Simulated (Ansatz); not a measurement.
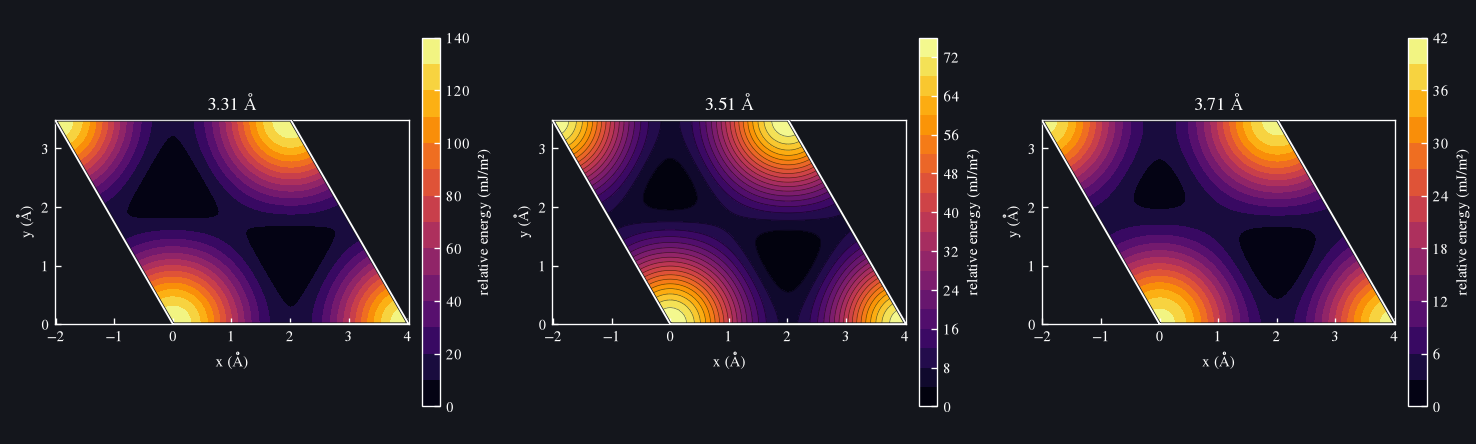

Three maps of one series, each from its own lowest grid point and on its own colour scale; the layer distance changes from map to map. A bilayer of two InSe sheets, the upper one turned by 180 degrees about the normal (8 atoms in the cell). The upper layer of a bilayer is slid over the lower one; relaxed at each slide: nothing; the origin of the map has Se5 above Se4. Places are given modulo a cell vector. The map is drawn in real space over the plane of the slide. The grid has 9 × 9 points. Energies are in mJ/m², from the lowest grid point. At a held distance the lowest stacking need not be the one that binds best once the distance relaxes. Computed with DFT PBE+D3(BJ), scalar-relativistic, plane waves, PAW in Ansatz 0.2.0. Settings: cutoff 420 eV, k-mesh 9×9×1, gaussian smearing 0.05 eV, no spin polarisation.

Drawn: filled contours, the outline of one cell of the plane. Between grid points the surface is interpolated.

The span runs from the lowest to the highest grid point; passes are read from the interpolated surfaces.

| layer distance | lowest grid point | span (mJ/m²) | easiest pass (mJ/m²) |
| --- | --- | --- | --- |
| 3.31 Å | Se above a hollow, the In behind them above In | 138 | 11 |
| 3.51 Å | Se above In of a deeper plane, the In behind them above Se | 76 | 7.1 |
| 3.71 Å | Se above In of a deeper plane, the In behind them above Se | 41 | 4.4 |

**One more map of the series was computed, for the layer distance 3.11 Å. What do you expect for it?**

A straight line of ln(span) against the layer distance through the 3 maps has the slope −3.1 per Å (a decay length of 0.33 Å) and gives 256 mJ/m² at 3.11 Å. The computed span is 252 mJ/m², below the fit by 2 %. The lowest grid point is Se above a hollow, the In behind them above In, as for 3.31 Å. The easiest pass out of the lowest well is about 22 mJ/m².

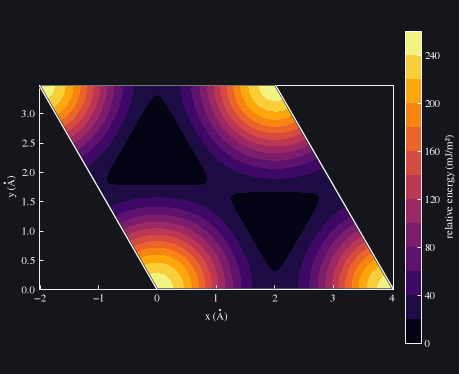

The map for 3.11 Å.

PAW datasets: the set soft_1.
